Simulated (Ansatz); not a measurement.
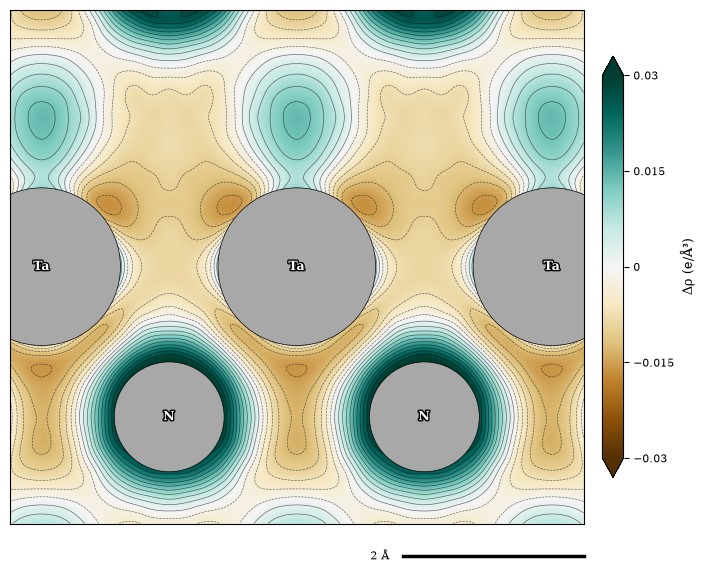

TaN. Difference of the valence pseudo-densities of two functionals at the same geometry, on the (110) plane of the calculation cell: r2SCAN less PBEsol.

Both computed with Ansatz (plane waves, PAW), on the same k-point mesh. Grey discs cover the atomic cores.

### Where does the change of functional move the electrons?

Against PBEsol, r2SCAN gives less density around Ta (−0.008 e/Å³ on average at 1.2 Å from the nucleus), more density around N (+0.019 e/Å³ on average at 0.8 Å from the nucleus) and a change of −0.009 e/Å³ at the midpoint of Ta–N and −0.009 e/Å³ at the midpoint of Ta–Ta.
